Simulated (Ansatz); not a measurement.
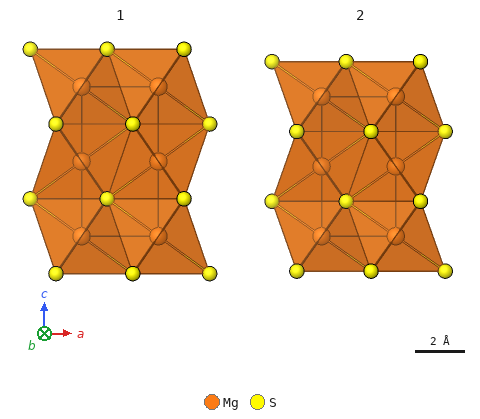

Two geometries of crystalline MgS (built on the NiAs type), drawn at one scale. One is the start of a relaxation, the other its converged end. Style: polyhedral. Shown: the cell of the calculation, along the b axis.

These are results of Ansatz, DFT, PBE, plane waves, PAW, not measurements. Settings: plane-wave cutoff 420 eV; k-point mesh 12 × 12 × 4; occupations fermi dirac; smearing width 0.02 eV; no spin polarisation; cell and atoms relaxed; force threshold 0.005 eV/Å.

Which geometry has the lower energy?

Structure 1 is the relaxed one. No atom moves by more than 0.005 Å relative to the cell. Cell: a = b 3.539 → 3.666 Å (+3.6 %), c 5.769 → 6.178 Å (+7.1 %). Volume +14.9 %. Among the contacts that change: Mg–S 2.501 → 2.620 Å. The space group stays P6_3/mmc (No. 194). Over 4 accepted moves (5 points after the start) the energy falls by 96.1 meV per atom. All forces vanish by symmetry, so only the cell relaxes. Pressure: 13.75 GPa at the start and 0.02 GPa at the end. The SCF was repeated once at an unchanged geometry on a basis and grid sized afresh for the cell, which shifted the energy by 0.1 meV per atom at most. Cost: 5.3 s on 2 threads of Intel(R) Xeon(R) 6975P-C (Granite Rapids), with other jobs on the host, peak memory 0.44 GiB.
